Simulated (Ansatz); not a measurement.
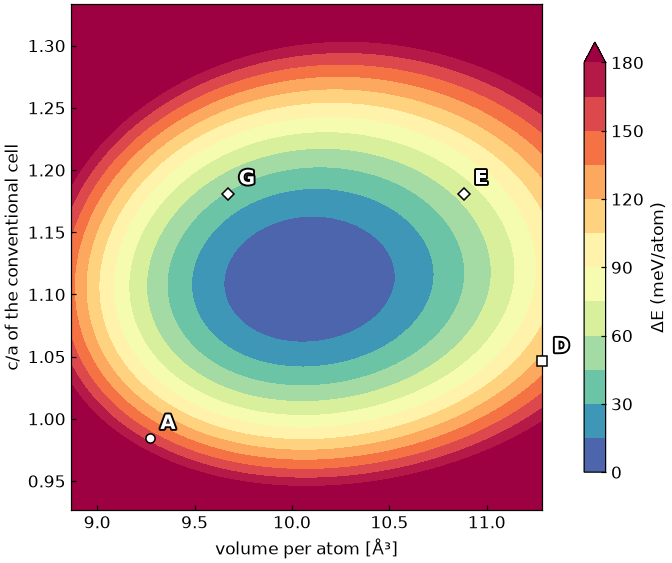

ZrB₂ (P6/mmm, No. 191; 3 atoms in the cell). The energy is mapped over volume and the cell's shape. The first coordinate is: volume per atom; the second: c/a of the conventional cell. Nothing is relaxed (symmetry fixes all fractional coordinates). Grid: 7 × 7 points. Points are written as (first, second). All energies are given in meV/atom relative to the lowest grid point. Method: Ansatz 0.2.0, DFT PBEsol, scalar-relativistic, plane waves, PAW. Settings: cutoff 520 eV, k-mesh 18×18×12 in the order of the run's cell vectors, gaussian smearing 0.15 eV, no spin polarisation.

In the figure: filled contours, one colour for all values above the top of the scale, lettered points. Between grid points the surface is interpolated.

Rank the lettered points by energy, lowest first.

Answer. G (43 meV/atom), E (65 meV/atom), D (125 meV/atom), A (159 meV/atom).

What kind of point is each of A, E, G: minimum, saddle, maximum or slope?

Answer. A: on a slope; E: on a slope; G: on a slope. (In these two coordinates alone; a stationary point may lie a little off the grid point.)
